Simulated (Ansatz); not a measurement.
# Si₃C: what the fields show

```
Si C
1.0
     4.91480    0.00000    0.00000
    -2.45740    4.25634    0.00000
     0.00000    0.00000    2.43311
Si C
3 1
Direct
  0.50000 0.00000 0.50000
  0.00000 0.50000 0.50000
  0.50000 0.50000 0.50000
  0.00000 0.00000 0.50000
```

Space group P6/mmm; a structure generated by program, which may or may not match a known phase.

The calculation used DFT PBE, scalar-relativistic, plane waves, PAW (Ansatz 0.2.0).

The density is the valence pseudo-density of a PAW calculation; it isn't the true density close to the nuclei.

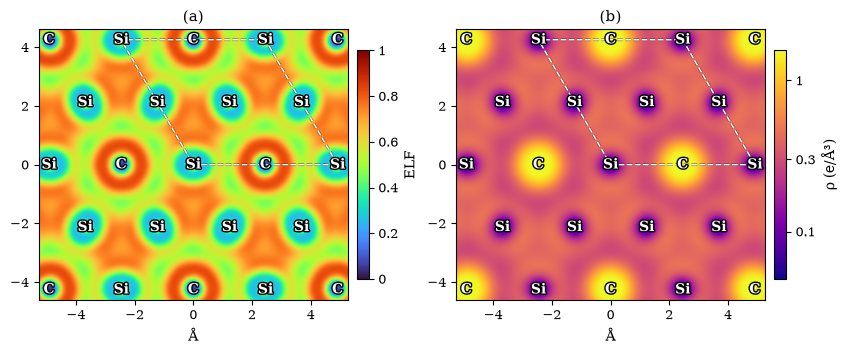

Figure 1. (a) ELF; (b) valence pseudo-density on the (001) plane of the conventional cell.

Q: Read the bonding off the picture.

A:
- The plane passes through Si and C nuclei.
- Si–Si (2.46 Å): the density is about 0.41 e/Å³ at the midpoint; the ELF peaks at about 0.75 between the atoms.
- Si–C (2.46 Å): ρ at the midpoint is about 0.32 e/Å³; the ELF peaks at about 0.80 in the valence shell of C, 0.7 Å from its nucleus, and is about 0.55 at the midpoint.
- Between the atoms the lowest density in this plane is 0.28 e/Å³.

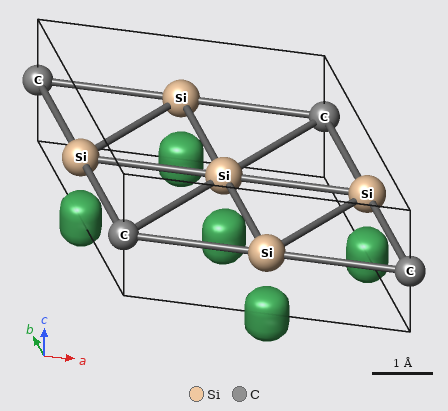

Figure 2. Isosurface of the electron localisation function at 0.85 (green), seen at an oblique angle. Core shells and regions of very low density are left out. Sticks mark near contacts.

Q: Where are the electrons localised?

A: The surface consists of three regions between bonded Si–Si atoms, counted in one cell of 4 atoms. Any copies at cell faces, edges or corners count once. Along the contacts the grid gives the following. Si–Si (2.43 Å): the ELF peaks at about 0.90 between the atoms.

Q: Does the calculation give a band gap?

A: It is metallic or semimetallic at this level of theory: no gap opens.

Q: How much charge does the calculation move between the atoms?

A: Electrons move from Si towards C. Bader charges: Si +0.28 and C −0.83 e.
